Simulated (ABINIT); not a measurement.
**Run report: BAs, dielectric calculation (part 2 of 3)**

BAs (F-43m, 2 atoms in the cell); Kohn-Sham DFT of a periodic cell, PBE, spin-orbit coupling, Ansatz PAW PBE default generated set, frozen core, no spin polarisation (ABINIT 10.8.3); cutoff 326.54 eV, 6×6×6 k-mesh, fixed occupations. The structure derives from an entry of the Crystallography Open Database.

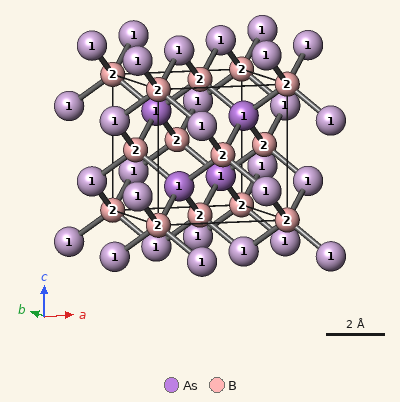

Fig. 1: The structure as given in the input (ball-and-stick view of the cell 4 times as large as that of the calculation, set on its symmetry axes, seen slightly off an axis; neighbours outside the cell are drawn fainter; atoms are numbered from 1 in the order of the input).

What the program printed, continued
```
--------------------------------------------------------------------------------

 ==>  initialize data related to q vector <==

 The list of irreducible perturbations for this q vector is:
    1)    idir= 1    ipert=   3
    2)    idir= 2    ipert=   3
    3)    idir= 3    ipert=   3

================================================================================

--------------------------------------------------------------------------------
 Perturbation wavevector (in red.coord.)   0.000000  0.000000  0.000000
 Perturbation : derivative vs k along direction   1
 The set of symmetries contains only one element for this perturbation.
 symkpt : not enough symmetry to change the number of k points.

--------------------------------------------------------------------------------

--------------------------------------------------------------------------------

 Initialisation of the first-order wave-functions :
  ireadwf=   0

--- !BeginCycle
iteration_state: {dtset: 2, }
solver: {iscf: -3, nstep: 80, nline: 4, wfoptalg: 10, }
tolerances: {tolwfr: 1.00E-18, }
...

     iter   2DEtotal(Ha)        deltaE(Ha) residm    vres2
-ETOT  1  -10.314791249058     -1.031E+01 2.474E-01 0.000E+00
 ETOT  2  -10.335495496132     -2.070E-02 3.394E-03 0.000E+00
 ETOT  3  -10.335599827711     -1.043E-04 2.802E-05 0.000E+00
 ETOT  4  -10.335600779384     -9.517E-07 4.859E-07 0.000E+00
 ETOT  5  -10.335600790544     -1.116E-08 6.601E-09 0.000E+00
 ETOT  6  -10.335600790698     -1.537E-10 1.442E-10 0.000E+00
 ETOT  7  -10.335600790700     -2.462E-12 2.232E-12 0.000E+00
 ETOT  8  -10.335600790700     -1.119E-13 4.956E-14 0.000E+00
 ETOT  9  -10.335600790700      9.415E-14 8.562E-16 0.000E+00
 ETOT 10  -10.335600790700     -2.132E-14 2.005E-17 0.000E+00
 ETOT 11  -10.335600790700      3.730E-14 9.995E-19 0.000E+00

 At SCF step   11   max residual=  1.00E-18 < tolwfr=  1.00E-18 =>converged.
================================================================================

 ----iterations are completed or convergence reached----

 Mean square residual over all n,k,spin=   48.925E-20; max=  99.953E-20
 dfpt_looppert : ek2=    5.2320908389E+01
          f-sum rule ratio=    4.9949429661E-01
 Expectation of eigenvalue derivatives (hartree) for nkpt= 864  k points:
  (in case of degenerate eigenvalues, averaged derivative)
 kpt#   1, nband= 18, wtk=  0.00116, kpt= -0.0833 -0.1667  0.0000 (reduced coord)
  -0.00022    0.00013   -0.00020   -0.00002   -0.00010   -0.00010   -0.00022   -0.00030
   0.00007    0.00018   -0.03384   -0.03384   -0.21286   -0.22870    0.24936    0.24195
   0.33961    0.33196
 prteigrs : prtvol=0 or 1, do not print more k-points.

 2DEtotal=   -0.1033560079E+02 Ha. Also 2DEtotal=   -0.281246025200E+03 eV
    (  non-var. 2DEtotal :   -1.0335600789E+01 Ha)

--------------------------------------------------------------------------------
 Perturbation wavevector (in red.coord.)   0.000000  0.000000  0.000000
 Perturbation : derivative vs k along direction   2
 The set of symmetries contains only one element for this perturbation.
 symkpt : not enough symmetry to change the number of k points.

--------------------------------------------------------------------------------

--------------------------------------------------------------------------------

 Initialisation of the first-order wave-functions :
  ireadwf=   0

--- !BeginCycle
iteration_state: {dtset: 2, }
solver: {iscf: -3, nstep: 80, nline: 4, wfoptalg: 10, }
tolerances: {tolwfr: 1.00E-18, }
...

     iter   2DEtotal(Ha)        deltaE(Ha) residm    vres2
-ETOT  1  -10.314791248919     -1.031E+01 2.474E-01 0.000E+00
 ETOT  2  -10.335495495992     -2.070E-02 3.394E-03 0.000E+00
 ETOT  3  -10.335599827572     -1.043E-04 2.802E-05 0.000E+00
 ETOT  4  -10.335600779245     -9.517E-07 4.859E-07 0.000E+00
 ETOT  5  -10.335600790405     -1.116E-08 6.601E-09 0.000E+00
 ETOT  6  -10.335600790559     -1.541E-10 1.442E-10 0.000E+00
 ETOT  7  -10.335600790561     -2.187E-12 2.232E-12 0.000E+00
 ETOT  8  -10.335600790561     -2.487E-14 4.956E-14 0.000E+00
 ETOT  9  -10.335600790561      2.309E-14 8.562E-16 0.000E+00
 ETOT 10  -10.335600790561      3.553E-15 2.005E-17 0.000E+00
 ETOT 11  -10.335600790561      0.000E+00 9.995E-19 0.000E+00

 At SCF step   11   max residual=  1.00E-18 < tolwfr=  1.00E-18 =>converged.
================================================================================

 ----iterations are completed or convergence reached----

 Mean square residual over all n,k,spin=   48.925E-20; max=  99.953E-20
 dfpt_looppert : ek2=    5.2320908389E+01
          f-sum rule ratio=    4.9949429660E-01
 Expectation of eigenvalue derivatives (hartree) for nkpt= 864  k points:
  (in case of degenerate eigenvalues, averaged derivative)
 kpt#   1, nband= 18, wtk=  0.00116, kpt= -0.0833 -0.1667  0.0000 (reduced coord)
  -0.00008   -0.00046   -0.00036   -0.00054   -0.00053   -0.00060    0.00009    0.00010
  -0.00056   -0.00070   -0.16539   -0.16544    0.82440    0.83257    0.22444    0.22827
   0.15747    0.15576
 prteigrs : prtvol=0 or 1, do not print more k-points.

 2DEtotal=   -0.1033560079E+02 Ha. Also 2DEtotal=   -0.281246025196E+03 eV
    (  non-var. 2DEtotal :   -1.0335600789E+01 Ha)

--------------------------------------------------------------------------------
 Perturbation wavevector (in red.coord.)   0.000000  0.000000  0.000000
 Perturbation : derivative vs k along direction   3
 The set of symmetries contains only one element for this perturbation.
 symkpt : not enough symmetry to change the number of k points.

--------------------------------------------------------------------------------

--------------------------------------------------------------------------------

 Initialisation of the first-order wave-functions :
  ireadwf=   0

--- !BeginCycle
iteration_state: {dtset: 2, }
solver: {iscf: -3, nstep: 80, nline: 4, wfoptalg: 10, }
tolerances: {tolwfr: 1.00E-18, }
...

     iter   2DEtotal(Ha)        deltaE(Ha) residm    vres2
-ETOT  1  -10.314791248780     -1.031E+01 2.474E-01 0.000E+00
 ETOT  2  -10.335495495854     -2.070E-02 3.394E-03 0.000E+00
 ETOT  3  -10.335599827433     -1.043E-04 2.802E-05 0.000E+00
 ETOT  4  -10.335600779106     -9.517E-07 4.859E-07 0.000E+00
 ETOT  5  -10.335600790266     -1.116E-08 6.601E-09 0.000E+00
 ETOT  6  -10.335600790420     -1.539E-10 1.442E-10 0.000E+00
 ETOT  7  -10.335600790422     -2.535E-12 2.232E-12 0.000E+00
 ETOT  8  -10.335600790422      4.974E-14 4.956E-14 0.000E+00
 ETOT  9  -10.335600790422      3.553E-15 8.562E-16 0.000E+00
 ETOT 10  -10.335600790422     -5.684E-14 2.005E-17 0.000E+00
 ETOT 11  -10.335600790422     -1.776E-15 9.995E-19 0.000E+00

 At SCF step   11   max residual=  1.00E-18 < tolwfr=  1.00E-18 =>converged.
================================================================================

 ----iterations are completed or convergence reached----

 Mean square residual over all n,k,spin=   48.925E-20; max=  99.953E-20
 dfpt_looppert : ek2=    5.2320908389E+01
          f-sum rule ratio=    4.9949429660E-01
 Expectation of eigenvalue derivatives (hartree) for nkpt= 864  k points:
  (in case of degenerate eigenvalues, averaged derivative)
 kpt#   1, nband= 18, wtk=  0.00116, kpt= -0.0833 -0.1667  0.0000 (reduced coord)
   0.00015    0.00016    0.00028    0.00028    0.00032    0.00035    0.00007    0.00010
   0.00025    0.00026    0.09961    0.09964   -0.30577   -0.30193   -0.23690   -0.23511
  -0.24854   -0.24386
 prteigrs : prtvol=0 or 1, do not print more k-points.

 2DEtotal=   -0.1033560079E+02 Ha. Also 2DEtotal=   -0.281246025192E+03 eV
    (  non-var. 2DEtotal :   -1.0335600789E+01 Ha)
================================================================================

 ---- first-order wavefunction calculations are completed ----

 respfn : d/dk was computed, but no 2DTE, so no DDB output.

================================================================================
== DATASET  3 ==================================================================

--- !DatasetInfo
iteration_state: {dtset: 3, }
dimensions: {natom: 2, nkpt: 864, mband: 18, nsppol: 1, nspinor: 2, nspden: 1, mpw: 373, }
cutoff_energies: {ecut:  12.0, pawecutdg:  24.0, }
electrons: {nelect:   1.80000000E+01, charge:   0.00000000E+00, occopt:   1.00000000E+00, tsmear:   1.00000000E-02, }
meta: {optdriver: 1, rfelfd: 3, }
...

 mkfilename : getwfk/=0, take file _WFK from output of DATASET   1.

 mkfilename : getddk/=0, take file _1WF from output of DATASET   2.

 Exchange-correlation functional for the present dataset will be:
  GGA: Perdew-Burke-Ernzerhof functional - ixc=11
  J.P.Perdew, K.Burke, M.Ernzerhof, PRL 77, 3865 (1996)

 Real(R)+Recip(G) space primitive vectors, cartesian coordinates (Bohr,Bohr^-1):
 R(1)=  0.0000000  4.5136108  4.5136108  G(1)= -0.1107761  0.1107761  0.1107761
 R(2)=  4.5136108  0.0000000  4.5136108  G(2)=  0.1107761 -0.1107761  0.1107761
 R(3)=  4.5136108  4.5136108  0.0000000  G(3)=  0.1107761  0.1107761 -0.1107761
 Unit cell volume ucvol=  1.8390873E+02 bohr^3
 Angles (23,13,12)=  6.00000000E+01  6.00000000E+01  6.00000000E+01 degrees
 setup1 : take into account q-point for computing boxcut.

 Coarse grid specifications (used for wave-functions):

 getcut: wavevector=  0.0000  0.0000  0.0000  ngfft=  20  20  20
         ecut(hartree)=     12.000   => boxcut(ratio)=   2.00926

 Fine grid specifications (used for densities):

 getcut: wavevector=  0.0000  0.0000  0.0000  ngfft=  30  30  30
         ecut(hartree)=     24.000   => boxcut(ratio)=   2.13350
--------------------------------------------------------------------------------

-open ddk wf file :runo_DS2_1WF7
-open ddk wf file :runo_DS2_1WF8
-open ddk wf file :runo_DS2_1WF9

 ==>  initialize data related to q vector <==

 The list of irreducible perturbations for this q vector is:
    1)    idir= 1    ipert=   4

================================================================================

 The perturbation idir=   2  ipert=   4 is
 symmetric of a previously calculated perturbation.
 So, its SCF calculation is not needed.

 The perturbation idir=   3  ipert=   4 is
 symmetric of a previously calculated perturbation.
 So, its SCF calculation is not needed.

--------------------------------------------------------------------------------
 Perturbation wavevector (in red.coord.)   0.000000  0.000000  0.000000
 Perturbation : homogeneous electric field along direction   1
 The set of symmetries contains only one element for this perturbation.
 symkpt : not enough symmetry to change the number of k points.

--------------------------------------------------------------------------------

--------------------------------------------------------------------------------

 Initialisation of the first-order wave-functions :
  ireadwf=   0

--- !BeginCycle
iteration_state: {dtset: 3, }
solver: {iscf: 7, nstep: 80, nline: 4, wfoptalg: 10, }
tolerances: {tolvrs: 1.00E-08, }
...

     iter   2DEtotal(Ha)        deltaE(Ha) residm    vres2
-ETOT  1  -183.45557404512     -1.835E+02 4.844E+00 7.388E+03
 ETOT  2  -186.73970360169     -3.284E+00 5.939E-02 4.268E+02
 ETOT  3  -186.90937719369     -1.697E-01 1.449E-03 8.169E+00
 ETOT  4  -186.91076605003     -1.389E-03 3.696E-05 3.922E-01
 ETOT  5  -186.91110845163     -3.424E-04 1.567E-06 3.163E-02
 ETOT  6  -186.91112698507     -1.853E-05 2.247E-07 2.900E-03
 ETOT  7  -186.91113108032     -4.095E-06 1.362E-08 1.128E-04
 ETOT  8  -186.91113132345     -2.431E-07 1.349E-09 5.229E-06
 ETOT  9  -186.91113132747     -4.022E-09 5.878E-11 4.391E-07
 ETOT 10  -186.91113132780     -3.290E-10 2.897E-12 3.528E-08
 ETOT 11  -186.91113132782     -2.356E-11 2.360E-13 1.065E-09

 At SCF step   11       vres2   =  1.06E-09 < tolvrs=  1.00E-08 =>converged.
-open ddk wf file :runo_DS2_1WF7
-open ddk wf file :runo_DS2_1WF8
-open ddk wf file :runo_DS2_1WF9
================================================================================

 ----iterations are completed or convergence reached----

 Mean square residual over all n,k,spin=   80.753E-16; max=  23.598E-14

 2DEtotal=   -0.1869111313E+03 Ha. Also 2DEtotal=   -0.508611098823E+04 eV
    (  non-var. 2DEtotal :   -1.8691113103E+02 Ha)
================================================================================

 ---- first-order wavefunction calculations are completed ----

 ==> Compute Derivative Database <==
 The violation of the charge neutrality conditions
 by the effective charges is as follows :
    atom        electric field
 displacement     direction
       1               1        0.169138        0.000000
       1               2        0.000000        0.000000
       1               3        0.000000        0.000000
       2               1        0.000000        0.000000
       2               2        0.169138        0.000000
       2               3       -0.000000        0.000000
       3               1        0.000000        0.000000
       3               2       -0.000000        0.000000
       3               3        0.169138        0.000000

 Effective charge tensors after
 imposition of the charge neutrality (if requested by user),
 and eventual restriction to some part :
   atom    displacement
         1         1    5.704393E-01    5.765908E-12    2.037183E-15
         1         2    5.764248E-12    5.704393E-01   -5.766998E-12
         1         3    6.962144E-16   -5.765908E-12    5.704393E-01
         2         1   -5.704393E-01   -5.765908E-12   -2.037183E-15
         2         2   -5.764248E-12   -5.704393E-01    5.766998E-12
         2         3   -6.962144E-16    5.765908E-12   -5.704393E-01
 Now, the imaginary part of the dynamical matrix is zeroed

  Dielectric tensor, in cartesian coordinates,
     j1       j2             matrix element
  dir pert dir pert     real part    imaginary part

   1    4   1    4         9.7875927337        -0.0000000000

   2    4   2    4         9.7875927337        -0.0000000000

   3    4   3    4         9.7875927337        -0.0000000000

  Effective charges, in cartesian coordinates,
  (from electric field response)
   if specified in the inputs, charge neutrality has been imposed
     j1       j2             matrix element
  dir pert dir pert     real part    imaginary part

   1    1   1    4         0.5704392898         0.0000000000
   1    2   1    4        -0.5704392898         0.0000000000

   2    1   2    4         0.5704392898         0.0000000000
   2    2   2    4        -0.5704392898         0.0000000000

   3    1   3    4         0.5704392898         0.0000000000
   3    2   3    4        -0.5704392898         0.0000000000

  Warning: The rigid-atom proper piezoelectric tensor
  from  electric field response requires nsym=1

== END DATASET(S) ==============================================================
================================================================================

 -outvars: echo values of variables after computation  --------
            acell      1.0000000000E+00  1.0000000000E+00  1.0000000000E+00 Bohr
           etotal1    -1.1672559776E+02
           etotal2    -1.0335600790E+01
           etotal3    -1.8691113133E+02
            fcart1    -0.0000000000E+00 -0.0000000000E+00 -0.0000000000E+00
                      -0.0000000000E+00 -0.0000000000E+00 -0.0000000000E+00
            fcart3     0.0000000000E+00  0.0000000000E+00  0.0000000000E+00
                       0.0000000000E+00  0.0000000000E+00  0.0000000000E+00
            rprim      0.0000000000E+00  4.5136108487E+00  4.5136108487E+00
                       4.5136108487E+00  0.0000000000E+00  4.5136108487E+00
                       4.5136108487E+00  4.5136108487E+00  0.0000000000E+00
           strten1    -2.5501967932E-05 -2.5501967932E-05 -2.5501967932E-05
                       0.0000000000E+00  0.0000000000E+00  0.0000000000E+00
           strten3     0.0000000000E+00  0.0000000000E+00  0.0000000000E+00
                       0.0000000000E+00  0.0000000000E+00  0.0000000000E+00
           xangst      3.5827499976E+00  3.5827499976E+00  3.5827499976E+00
                       0.0000000000E+00  0.0000000000E+00  0.0000000000E+00
             xred      7.5000000000E-01  7.5000000000E-01  7.5000000000E-01
                       0.0000000000E+00  0.0000000000E+00  0.0000000000E+00
 Calculation completed.
```

File anaddb.abo
```
.Version 10.8.3 of ANADDB
================================================================================

 -outvars_anaddb: echo values of input variables ----------------------

 Flags :
     dieflag         2
 Miscellaneous information :
         asr         2

================================================================================

 read the DDB information and perform some checks

  ==== Info on the Cryst% object ====
 Real(R)+Recip(G) space primitive vectors, cartesian coordinates (Bohr,Bohr^-1):
 R(1)=  0.0000000  4.5136108  4.5136108  G(1)= -0.1107761  0.1107761  0.1107761
 R(2)=  4.5136108  0.0000000  4.5136108  G(2)=  0.1107761 -0.1107761  0.1107761
 R(3)=  4.5136108  4.5136108  0.0000000  G(3)=  0.1107761  0.1107761 -0.1107761
 Unit cell volume ucvol=  1.8390873E+02 bohr^3
 Angles (23,13,12)=  6.00000000E+01  6.00000000E+01  6.00000000E+01 degrees
 Time-reversal symmetry is present
 Reduced atomic positions [iatom, xred, symbol]:
    1)    0.7500000  0.7500000  0.7500000  As
    2)    0.0000000  0.0000000  0.0000000   B

 DDB file with 3 blocks has been read.

================================================================================

 Dielectric Tensor and Effective Charges

 anaddb : Zero the imaginary part of the Dynamical Matrix at Gamma,
   and impose the ASR on the effective charges

 The violation of the charge neutrality conditions
 by the effective charges is as follows :
    atom        electric field
 displacement     direction
       1               1        0.169138        0.000000
       1               2       -0.000000        0.000000
       1               3       -0.000000        0.000000
       2               1       -0.000000        0.000000
       2               2        0.169138        0.000000
       2               3        0.000000        0.000000
       3               1        0.000000        0.000000
       3               2        0.000000        0.000000
       3               3        0.169138        0.000000

 Effective charge tensors after
 imposition of the charge neutrality (if requested by user),
 and eventual restriction to some part :
   atom    displacement
         1         1    5.704393E-01   -1.331329E-16   -1.531711E-16
         1         2   -1.331329E-16    5.704393E-01    1.130948E-16
         1         3    1.331329E-16    1.331329E-16    5.704393E-01
         2         1   -5.704393E-01    1.331329E-16    1.531711E-16
         2         2    1.331329E-16   -5.704393E-01   -1.130948E-16
         2         3   -1.331329E-16   -1.331329E-16   -5.704393E-01
 Now, the imaginary part of the dynamical matrix is zeroed

================================================================================

 anaddb : the run completed successfully.
```

The run was set up as follows.

The input
```
# Datasets
ndtset 3

# Pseudopotentials
pp_dirpath "./"
pseudos "As.GGA_PBE-ansatz.xml, B.GGA_PBE-ansatz.xml"

# Structure
acell 3*1.0
rprim
     0.0000000000     4.5136108487     4.5136108487
     4.5136108487     0.0000000000     4.5136108487
     4.5136108487     4.5136108487     0.0000000000
ntypat 2
znucl 33 5
natom 2
typat 1 2
xred
            3/4            3/4            3/4
            0.0            0.0            0.0

# Plane-wave basis
ecut 12.0
pawecutdg 24.0
pawovlp 30

# k points
ngkpt 6 6 6
nshiftk 4
shiftk
     0.5000000000     0.5000000000     0.5000000000
     0.5000000000     0.0000000000     0.0000000000
     0.0000000000     0.5000000000     0.0000000000
     0.0000000000     0.0000000000     0.5000000000

# Exchange and correlation
ixc 11

# Bands and occupations
nband 18
occopt 1

# Spin
nspinor 2
nspden 1
pawspnorb 1

# SCF cycle
nstep 80
diemac 6.0

# Output
prteig 0
prtebands 0
prtwf 0
prtden 0
prtpot 0

# Dataset 1: ground state
kptopt1 4
tolvrs1 1.0e-11
prtwf1 1
tolwfr1 1.0e-15

# Dataset 2: derivatives of the wave functions by k
iscf2 -3
rfelfd2 2
rfdir2 1 1 1
getwfk2 1
kptopt2 3
nqpt2 1
qpt2 0.0 0.0 0.0
tolwfr2 1.0e-18
prtwf2 1

# Dataset 3: response at q = 0 to electric field
rfelfd3 3
rfdir3 1 1 1
getwfk3 1
getddk3 2
kptopt3 3
nqpt3 1
qpt3 0.0 0.0 0.0
tolvrs3 1.0e-8
```

File mrgddb.in
```
merged_DDB
BAs
2
runo_DS1_DDB
runo_DS3_DDB
```

File anaddb.abi
```
ddb_filepath "merged_DDB"
output_file "anaddb.abo"
outdata_prefix "ana"
asr 2
chneut 1
dipdip 1
dieflag 2
enunit 0
```

Launch command:
```bash
abinit run.abi > log 2>&1
mrgddb < mrgddb.in > mrgddb.log 2>&1
anaddb anaddb.abi > anaddb.log 2>&1
```
